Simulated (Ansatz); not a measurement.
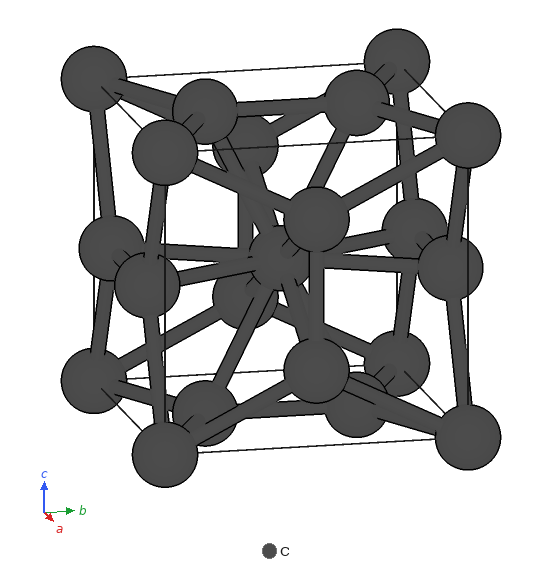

Structure drawing (ball-and-stick), viewed slightly off an axis. The edges of the conventional unit cell are marked. Cell: a = 3.899 Å, b = 3.899 Å, c = 3.899 Å, α = 90.00°, β = 90.00°, γ = 90.00°.

Explain the picture.

The element is carbon. It belongs to space group Pm-3n (No. 223) and has a primitive cubic lattice. The structure type is β-tungsten (A15) type. The cell holds eight atoms. C takes two kinds of site: 2a with twelve C at about 2.2 Å; 6c with six C at about 1.9 to 2.2 Å. The bonds build a three-dimensional framework.

It goes back to a textbook structure type filled with this element (whether it is the usual form wasn't checked). What is shown is the relaxed result from Ansatz 0.2.0, DFT r2SCAN, scalar-relativistic, plane waves, PAW.
